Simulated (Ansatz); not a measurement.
GaN (space group Fm-3m, No. 225). Coordinates: a calculation's input that goes back to an entry of the Crystallography Open Database (an earlier step may have relaxed or displaced it).

```xyz
8
Lattice="4.2170 0.0000 0.0000 0.0000 4.2170 0.0000 0.0000 0.0000 4.2170" Properties=species:S:1:pos:R:3 pbc="T T T"
Ga    2.1085    0.0000    0.0000
N     0.0000    0.0000    0.0000
Ga    2.1085    2.1085    2.1085
N     0.0000    2.1085    2.1085
Ga    0.0000    0.0000    2.1085
N     2.1085    0.0000    2.1085
Ga    0.0000    2.1085    0.0000
N     2.1085    2.1085    0.0000
```

Bonds are taken as Ga–N below 2.4 Å; no other contact counts. Simplification: prune 0- and 1-connected atoms, fold 2-connected ones into links.

Derive the underlying net.

The result is a uninodal 6-connected, three-periodic net: Ga and N are 6-connected nodes. It is the pcu net, known from NaCl, ReO3 and the B-X framework of perovskite. It is a single net, without interpenetration.

| node | links | point symbol | coordination sequence |
| --- | --- | --- | --- |
| Ga and N | 6 | 4^12.6^3 | 6 18 38 66 |

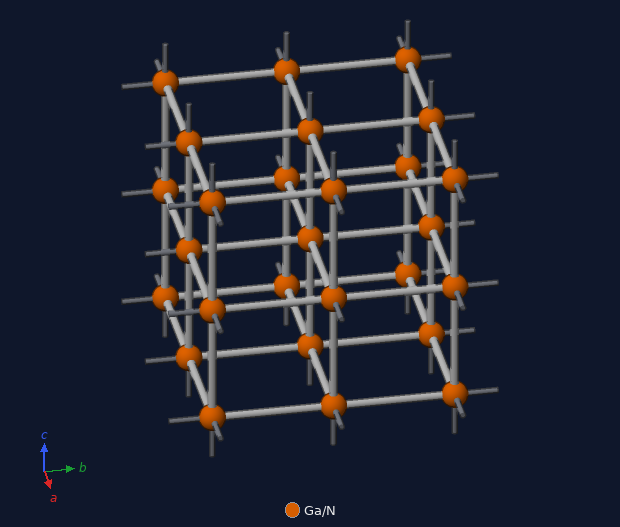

Nodes are coloured by topological kind. Short stubs are edges that leave the cut-out.
